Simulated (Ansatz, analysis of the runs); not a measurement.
# Transmission past a defect: Al wire along [110], 3 atoms a period, Pt in place of one Al, part 3 of 3

What does the defect do to the conductance?

Ansatz 0.2.0; DFT PBE, plane waves, PAW; relaxation of a wire's period (the session's first sound run).

So far, conductance of the lead as this run defines it (G₀): step 3 (the perfect wire) 5.00.

## (5) The open system

This step: DFT PBE, plane waves, PAW; transmission of a junction in a wire (Ansatz 0.2.0).

The cell is now read as a scatterer between two semi-infinite leads, named by two sites one period apart. The scattering states in its self-consistent potential are matched to the leads' states at each energy. One point across is taken, as for a wire in vacuum.

input.yaml

```yaml
crystal:
  lattice:
    - [8.82, 0.0, 0.0]
    - [0.0, 9.657, 0.0]
    - [0.0, 0.0, 22.5051610223]
  atoms:
    - { symbol: Al, position: [0.38056872, 0.352254387, 0.0] }
    - { symbol: Al, position: [0.624350088, 0.499985057, 0.055555556] }
    - { symbol: Al, position: [0.38056872, 0.647715727, 0.0] }
    - { symbol: Al, position: [0.38056872, 0.352254387, 0.111111111] }
    - { symbol: Al, position: [0.624350088, 0.499985057, 0.166666667] }
    - { symbol: Al, position: [0.38056872, 0.647715727, 0.111111111] }
    - { symbol: Al, position: [0.38056872, 0.352254387, 0.222222222] }
    - { symbol: Al, position: [0.624350088, 0.499985057, 0.277777778] }
    - { symbol: Al, position: [0.38056872, 0.647715727, 0.222222222] }
    - { symbol: Al, position: [0.3554915859, 0.3610308797, 0.3332836047] }
    - { symbol: Al, position: [0.606645238, 0.499985057, 0.3906873778] }
    - { symbol: Al, position: [0.3554915859, 0.6389392343, 0.3332836047] }
    - { symbol: Al, position: [0.4210609612, 0.304754006, 0.441592154] }
    - { symbol: Pt, position: [0.5388627526, 0.499985057, 0.4990173679] }
    - { symbol: Al, position: [0.4210609612, 0.695216108, 0.441592154] }
    - { symbol: Al, position: [0.4174830946, 0.3066117868, 0.5560719255] }
    - { symbol: Al, position: [0.6097701316, 0.499985057, 0.607237245] }
    - { symbol: Al, position: [0.4174830946, 0.6933583272, 0.5560719255] }
    - { symbol: Al, position: [0.38056872, 0.352254387, 0.666666667] }
    - { symbol: Al, position: [0.624350088, 0.499985057, 0.722222222] }
    - { symbol: Al, position: [0.38056872, 0.647715727, 0.666666667] }
    - { symbol: Al, position: [0.38056872, 0.352254387, 0.777777778] }
    - { symbol: Al, position: [0.624350088, 0.499985057, 0.833333333] }
    - { symbol: Al, position: [0.38056872, 0.647715727, 0.777777778] }
    - { symbol: Al, position: [0.38056872, 0.352254387, 0.888888889] }
    - { symbol: Al, position: [0.624350088, 0.499985057, 0.944444444] }
    - { symbol: Al, position: [0.38056872, 0.647715727, 0.888888889] }
kpoints:
  mp_grid: { grid: [1, 1, 4] }
scf:
  occupations: { method: fermi_dirac, width: 0.05 }
hamiltonian:
  xc: pbe
output:
  transmission:
    e_range: [-1.26, 1.26]
    de: 0.035
    kmesh: [1, 1]
    reduced_basis: true
    leads: [[24, 0]]
  dos: { projected: true, e_range: [-4, 3] }
  write_potential: true
  write_density: true
  volumetric_format: npy
  elf: true
basis:
  ecutwfc: "350 eV"
```

Launch:

```
$ ansatz run input.yaml --threads 4 --pin off --max-ram 16384MiB --backend cpu --events-out ev --progress --plain --runs-dir out
```

Numbers of over 12 decimals in the logs are rounded to 6 here.

Log:

```text
[...]
Crystal: 27 atoms, lattice volume = 1916.871 Å³
Basis set: ecut = 350 eV, 28495 PW (Γ)
Bands: 75, of which v1, the nominal top of the filled ones, is band 48 counted from 1 (47 counted from 0)
Symmetry: 2 space group operations
[...]
k-points: 3 of 4 (time reversal used)
[...]
SCF iter   1: F=—  HF=-26476.729350 eV  |F-HF|=—  |Δ(HF+E_count)|=         —  Δρ=2.52e-3  dr2=4.81e-1  ethr=1.77e-3  ⟨swp⟩=8.7  Hψ=1182  notcnv=0  defer=17
[...]
SCF iter  10: F=-26476.679001 eV  HF=-26476.679001 eV  |F-HF|=1.91e-8  |Δ(HF+E_count)|=   1.38e-7  Δρ=1.11e-6  dr2=2.72e-8  ethr=1.04e-10  ⟨swp⟩=23.7  Hψ=1060  notcnv=0
SCF 1 converged in 10 iterations: F = -26476.679001 eV  dr2 = 2.72e-8
[...]
transmission: 26 of 156 steps passed
transmission: 52 of 156 steps passed
[...]
transmission: 156 of 156 steps passed
WARN: The output density's exchange-correlation potential varies sharply where the density is thin. Do not read a vacuum level from v_tot or v_xc, or from such a field of the output density. On a cell that repeats whose density bears no net charge and no dipole along the vacuum's axis use v_es (v_loc + v_h of the components); under efield.dipole_correction with no amplitude use v_es + v_field, which holds any externa [...]
SCF converged after 10 iterations
Free energy (F): -26476.679001 eV
[...]
Internal energy: -26476.552560 eV  (E = F + TS)
E sigma→0 (E₀):  -26476.615780 eV
Entropy (-TS):   -0.126442 eV (-4.683 meV/atom)
Fermi energy:    -1.357585 eV
[...]
--- Band table (eV) ---
  k-point 0: bands = [... 44 lower, -1.9016, -1.8460, -1.5186, -1.2685, -1.2397, -1.2305, -1.2057, -0.8952, ... 23 higher]
  k-point 1: bands = [... 44 lower, -1.8992, -1.7481, -1.5164, -1.4745, -1.3716, -1.0866, -0.9511, -0.8987, ... 23 higher]
  k-point 2: bands = [... 44 lower, -1.7600, -1.7370, -1.7095, -1.3544, -1.3172, -1.1016, -0.9898, -0.8959, ... 23 higher]
--- Transmission ---
  basis      : 619 plane waves across, 26 finite elements along
  points     : 1, standing for a mesh of 1 x 1
[...]
crystal 0  : Al3, at the sites [24, 0], period 2.5006 Å, over 15.00 Å; its Hamiltonian steps by up to 35.3 meV: too much for a lead, lay more layers or, if its atoms are ordered, name the step of that order
[...]
filled         : 52.6 meV over the level at which it is neutral
    channels       : 5.000000e0 a spin
[...]
junction   : crystal 0 to crystal 0, 0.63 to 20.63 Å
    transmission   : 2.661281e0 a spin
    error estimate : 3.966792e-4 a spin from the reduction of the transverse basis, at the most 1.379111e-3 at -1.015000 eV
    conductance    : 2.4167e14 S/m² at 300 K (2.4170e14 on every other energy)
    error estimate : 0.0 % from the energy spacing and 0.0 % from band edges of the leads and from resonances (wavevectors taken as independent; lower de), 0.0 % from the reduction of the transverse basis, 3.0 % from the steps of its leads' Hamiltonians or their offsets (lay more layers), 2.5 % from the distance to neutral
    resistance     : 1.9393e-3 Ω µm² beyond half of each lead's own
```

Run time: 46 s. Hardware: 4 threads of Arm Neoverse V2, shared host; peak memory 1.6 GiB.

Numbers from this step:

| Quantity | Value |
| --- | --- |
| energy at zero smearing | -26476.6158 eV |
| transmission at the energy nearest the Fermi level, one spin | 2.661 |
| step of the lead's Hamiltonian | 35.3 meV |
| conductance of the junction | 2.657 G₀ |

Table of transmission, one spin by energy, zero at the Fermi level:

```
energy (eV)  transmission, one spin
     -1.190                    1.26
     -1.015                    1.30
     -0.805                    1.72
     -0.595                    1.25
     -0.385                    1.36
     -0.210                    2.31
      0.000                    2.66
      0.210                    2.81
      0.245                    2.81
      0.385                    2.56
      0.595                    2.40
      0.805                    1.03
      1.015                   0.949
      1.190                    2.55
```

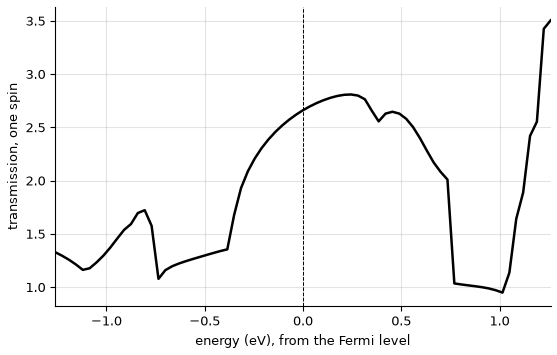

Transmission, one spin against energy.

The open channels of the lead, one spin by energy, zero at the Fermi level:

```csv
energy (eV),"open channels of the lead, one spin"
-1.190,2
-1.085,3
-1.015,3
-0.910,3
-0.805,4
-0.700,3
-0.595,3
-0.490,3
-0.385,3
-0.315,5
-0.210,5
-0.105,5
0.000,5
0.105,5
0.210,5
0.315,5
0.385,4
0.490,4
0.595,4
0.700,4
0.805,2
0.910,2
1.015,2
1.085,3
1.190,4
```

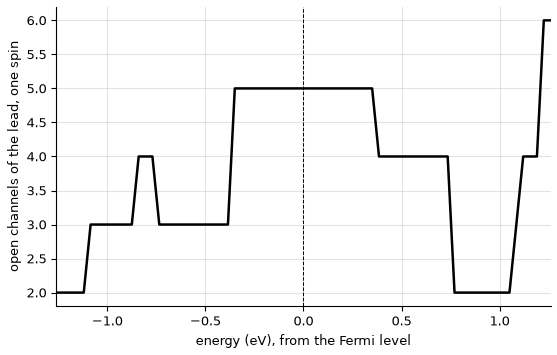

Open channels of the lead, one spin against energy.

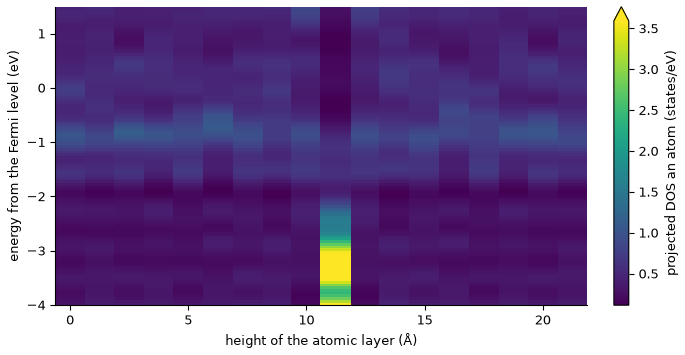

Projected DOS an atom over height of the atomic layer and energy from the Fermi level.  broadened by a Gaussian of 0.15 eV, since few k-points sample the long cell.

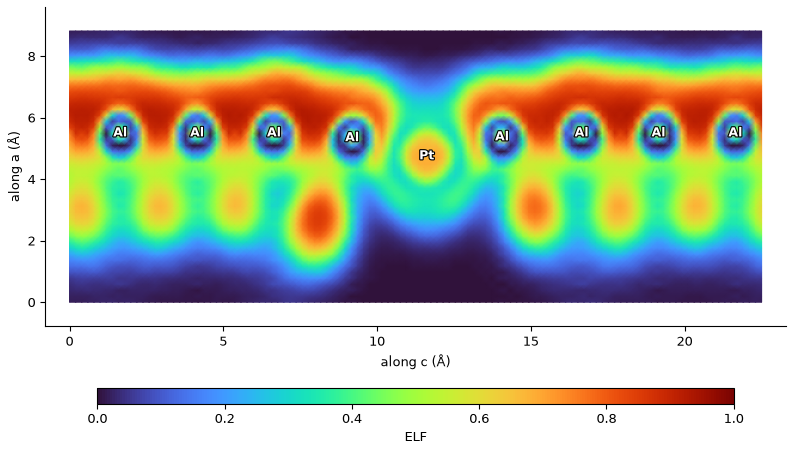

ELF in the ca plane at fractional y = 0.500, with atoms of Al and Pt within 0.2 Å of it. It is the smooth field of the valence electrons, not physical close to the nuclei.

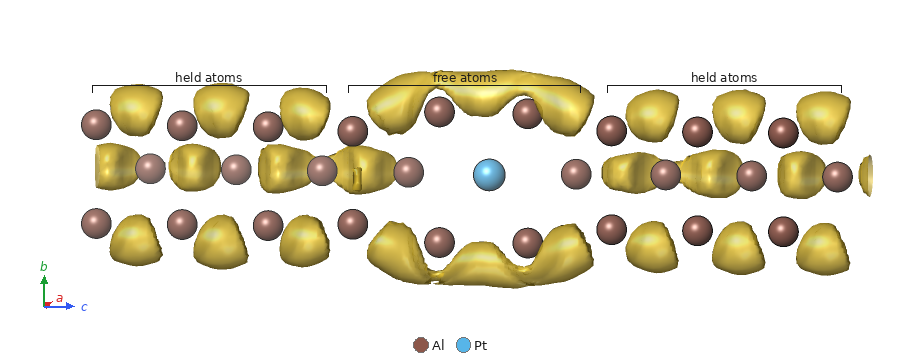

Surface of ELF = 0.85.

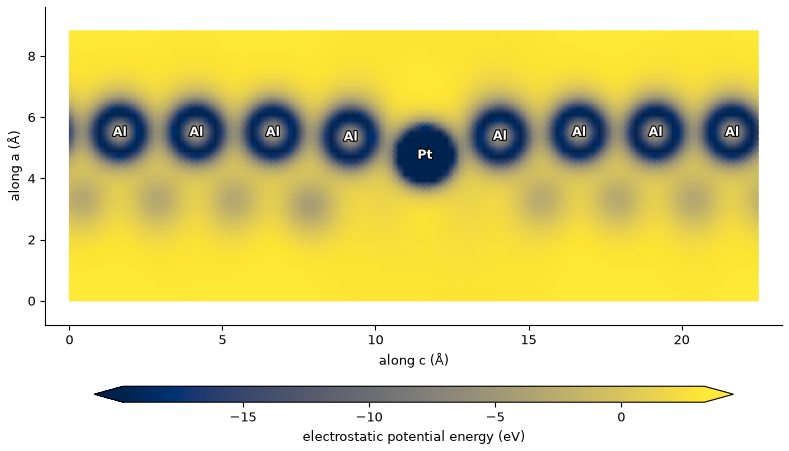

Electrostatic potential energy in the ca plane at fractional y = 0.500, with atoms of Al and Pt within 0.2 Å of it. With pseudopotentials it is smooth inside the atoms' cores, unlike the true potential.

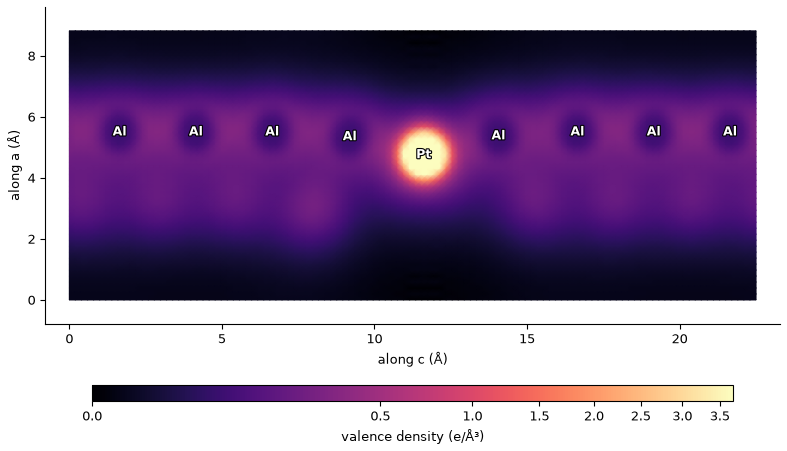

Valence density in the ca plane at fractional y = 0.500, with atoms of Al and Pt within 0.2 Å of it. It is the smooth field of the valence electrons, not physical close to the nuclei. The colour scale is stretched toward low values.

By hand: the program gives 2.4167 × 10^14 S/m² over the cell's cross-section of 85.17 Å² = 8.517 × 10^-19 m², so one cell conducts 2.058 × 10^-4 S. Divided by G0 = 2e²/h = 7.748 × 10^-5 S this is 2.66 G0, a resistance of 4.86 kΩ.

The conductance is 2.66 G₀, with 5 channels a spin open in the lead. The lead's Hamiltonian steps by 35.3 meV, which the program calls too much for a lead.

## (6) Landauer integrals

This step: Landauer integrals over the computed T(E), interpolated linearly between its energies (analysis of the runs above).

Conductance and thermopower are moments of T(E) over the thermal window; sliding the window along E stands for a gate that leaves T(E) rigid.

This step gave:

```yaml
conductance_at_300_k_interpolated_from_t_e: 2.656 G₀
thermopower_at_300_k: -3.098 μV/K
lorenz_number_over_l0: 0.9931
```

T(E) held rigid; rough near sharp steps of T(E). Table of conductance at 300 K by shift of the leads' level:

| shift of the leads' level (eV) | conductance at 300 K (G₀) |
| --- | --- |
| -0.900 | 1.55 |
| -0.750 | 1.36 |
| -0.600 | 1.24 |
| -0.500 | 1.30 |
| -0.350 | 1.68 |
| -0.200 | 2.32 |
| -0.050 | 2.59 |
| 0.050 | 2.71 |
| 0.200 | 2.80 |
| 0.350 | 2.67 |
| 0.500 | 2.59 |
| 0.600 | 2.37 |
| 0.750 | 1.57 |
| 0.900 | 1.01 |

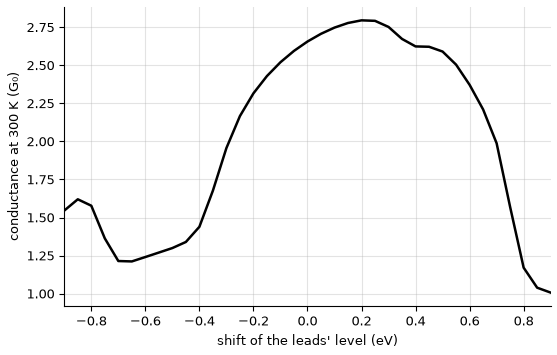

Conductance at 300 K against shift of the leads' level.

T(E) held rigid; rough near sharp steps of T(E). The thermopower at 300 K by shift of the leads' level:

| shift of the leads' level (eV) | thermopower at 300 K (μV/K) |
| --- | --- |
| -0.900 | -8.24 |
| -0.750 | 21.1 |
| -0.600 | -3.30 |
| -0.500 | -4.03 |
| -0.350 | -23.3 |
| -0.200 | -8.32 |
| -0.050 | -3.84 |
| 0.050 | -2.47 |
| 0.200 | -0.372 |
| 0.350 | 3.76 |
| 0.500 | 3.37 |
| 0.600 | 9.22 |
| 0.750 | 40.7 |
| 0.900 | 2.98 |

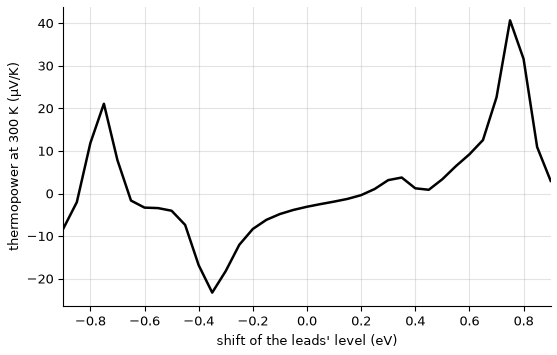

Thermopower at 300 K, plotted against shift of the leads' level.

The two levels move by half the bias each and T(E) is held rigid. Table of current from the zero-bias T(E) by bias:

```
bias (V)  current from the zero-bias T(E) (μA)
   0.000                                     0
   0.100                                  20.6
   0.200                                  41.0
   0.300                                  61.3
   0.400                                  81.3
   0.500                                   101
   0.600                                   120
   0.700                                   137
   0.800                                   153
   0.900                                   169
   1.000                                   184
   1.100                                   199
   1.200                                   213
   1.300                                   227
   1.400                                   240
   1.500                                   252
   1.600                                   263
   1.700                                   273
   1.800                                   283
   1.900                                   293
```

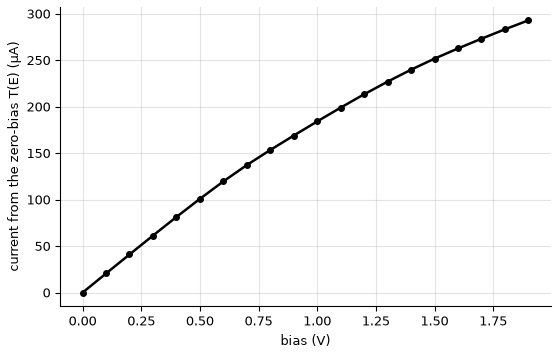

Current from the zero-bias T(E) against bias.

By hand, Mott's formula: S = −(π²k²T/3e) d ln T/dE, and π²k²T/3e = 7.33 μV/K × eV at 300 K. The computed T is 2.57 at -0.070 eV and 2.73 at +0.070 eV, so d ln T/dE ≈ 0.420 per eV and S ≈ -3.08 μV/K, against -3.10 from the integrals.

The thermopower is -3.10 μV/K. The Lorenz ratio is 0.99, where the Wiedemann-Franz law gives 1. Moving the level by up to 0.1 eV either way gives -4.8 to -1.9 μV/K.

## (7) The same system on other settings

This step: DFT PBE, plane waves, PAW; channels and complex bands of a perfect wire; changed: output.transmission.e_range = [-0.1, 0.1], output.transmission.de = 0.1 (Ansatz 0.2.0).

System of this step: Al wire along [110], 3 atoms a period. The cell holds 3 atoms: 3 Al. Cell: a = 8.820 Å, b = 9.657 Å, c = 2.501 Å, α = 90.0°, β = 90.0°, γ = 90.0°. Vacuum lies along a and b. The structure's axis is c.

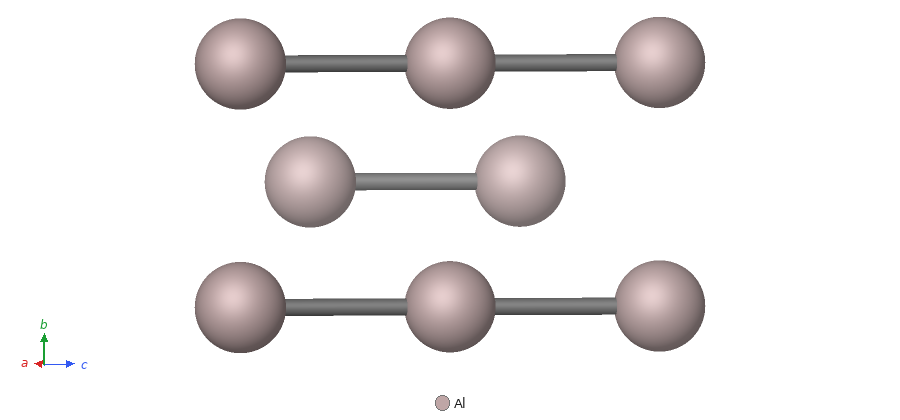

The cell of this step (aluminium light grey). 1×1×2 cells are drawn. Some periodic images of atoms are drawn too.

The atoms of the run on the perfect lead are kept and the input is varied, to see whether the result depends on it.

input.yaml

```yaml
crystal:
  lattice:
    - [8.82, 0.0, 0.0]
    - [0.0, 9.657, 0.0]
    - [0.0, 0.0, 2.5005734469]
  atoms:
    - { symbol: Al, position: [0.38056872, 0.352254387, 0.0] }
    - { symbol: Al, position: [0.624350088, 0.499985057, 0.5] }
    - { symbol: Al, position: [0.38056872, 0.647715727, 0.0] }
kpoints:
  mp_grid: { grid: [1, 1, 32] }
scf:
  occupations: { method: fermi_dirac, width: 0.05 }
hamiltonian:
  xc: pbe
output:
  transmission:
    e_range: [-0.1, 0.1]
    de: 0.1
    kmesh: [1, 1]
    reduced_basis: true
    leads: [[0, 0]]
basis:
  ecutwfc: "350 eV"
```

Log:

```text
[...]
Crystal: 3 atoms, lattice volume = 212.986 Å³
Basis set: ecut = 350 eV, 3161 PW (Γ)
Bands: 9, of which v1, the nominal top of the filled ones, is band 5 counted from 1 (4 counted from 0)
Symmetry: 4 space group operations
[...]
k-points: 17 of 32
[...]
SCF iter   1: F=—  HF=-1609.849523 eV  |F-HF|=—  |Δ(HF+E_count)|=         —  Δρ=1.61e-3  dr2=1.95e-2  ethr=1.77e-3  ⟨swp⟩=8.3  Hψ=1517  notcnv=0
[...]
SCF iter   6: F=-1609.848694 eV  HF=-1609.848694 eV  |F-HF|=2.03e-8  |Δ(HF+E_count)|=   9.22e-8  Δρ=2.34e-6  dr2=5.16e-8  ethr=1.11e-9  ⟨swp⟩=4.2  Hψ=749  notcnv=0
SCF 1 converged in 6 iterations: F = -1609.848694 eV  dr2 = 5.16e-8
[...]
transmission: 3 of 18 steps passed
transmission: 6 of 18 steps passed
[...]
transmission: 18 of 18 steps passed
SCF converged after 6 iterations
Free energy (F): -1609.848694 eV
[...]
Internal energy: -1609.834023 eV  (E = F + TS)
E sigma→0 (E₀):  -1609.841359 eV
Entropy (-TS):   -0.014671 eV (-4.890 meV/atom)
Fermi energy:    -1.529019 eV
[...]
--- Band table (eV; the first three rows and the last of 17) ---
[...]
--- Transmission ---
  basis      : 619 plane waves across, 3 finite elements along
  points     : 1, standing for a mesh of 1 x 1
[...]
crystal 0  : Al3, at the sites [0, 0], period 2.5006 Å: whole cells are its period
[...]
channels       : 5.000000e0 a spin
    conductance    : none, the energies end too early or step too widely for 300 K: set another output.transmission.e_range or a lower de, or, where they end at an eighth of basis.ecutwfc, a higher one
```

The job ended after 3.4 s (4 threads; peak memory 0.43 GiB; 9.3 s of CPU time).

Numbers from this step:

```
energy at zero smearing : -1609.8414 eV
```

The open channels of the lead, one spin stays at 5 for energy from -0.1 to 0.1 eV.

It took 3.4 s against 16 s for the run it varies; the program gives no conductance for this window, step and temperature, so that result is lost.

The channels at the energy nearest the Fermi level, one spin stays within 0.2 % plus 0.001 of the run it varies.

## (8) Outcome

- conductance of the perfect wire: 5.00 G₀
- conductance, Pt in place of one Al: 2.66 G₀
- thermopower, Pt in place of one Al: -3.10 μV/K

What this shows: Summed over the computed window, 51 % of the lead's open channels pass the defect; the conductance at 300 K is 2.66 G₀. With Pt in place of one Al, 53 % of the conductance of that run's own lead (5.00 G₀) is left. Transport is coherent and elastic here: the atoms are frozen, so scattering by vibrations plays no part. Spin-orbit coupling is left out, which matters for the bands of heavy atoms. In 1 run the program finds the step of the lead's Hamiltonian too large, so longer leads may change the transmission. A junction with open d shells ran without spin, after the few moments seeded in its relaxation died away; moments on all d atoms were not tried. A cutoff under the files' recommended one was taken to save time; its effect on T(E) was not tested here.

[Logs are printed without paths, hosts, clocks, repeated set-up lines and the standing remarks that a program may print on its own settings, such as how far it seeks lower states.]

[Hosts, paths, dates, database ids (printed as entryN), source tags and the programs' standing remarks are cut or masked in the printed files.]
